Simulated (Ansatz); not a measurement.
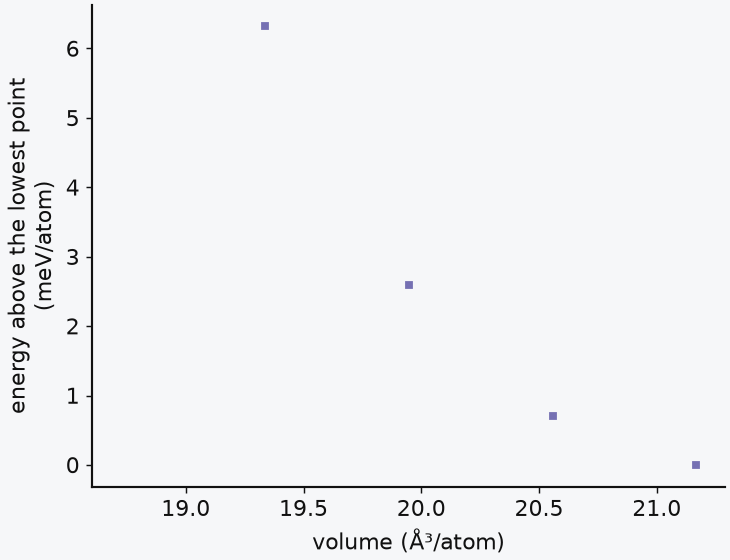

The picture above shows the energy above the lowest point against volume for Li, space group Im-3m (No. 229) (one of a set of cubic test structures, which need not be the stable phase).

Calculation (Ansatz 0.2.0 development build): equation of state of a cubic crystal from periodic Kohn-Sham density functional theory without spin; pressure corrected for the finite basis. Level: HSE06.

```
                setting                   value
         structure type                     bcc
          atoms in cell                       1
     space group number                     229
       lattice centring  body-centred primitive
                 k mesh                   6×6×6
      occupation method             Fermi–Dirac
       occupation width                  0.1 eV
            wave cutoff                  130 eV
               datasets   all-electron datasets
      density tolerance                1e-09 eV
                  bands                       6
   density cutoff ratio                       4
     dirac inner shells                      no
                nucleus                   point
search for lower states                 default
   exchange singularity             regularized
```

The point at volume 18.73 Å³/atom is left out of the plot. What does the calculation give there?

```csv
volume (Å³/atom),energy above the lowest point (meV/atom)
18.73,11.9
```

Keep in mind: coarse k-mesh, values are not converged in k.
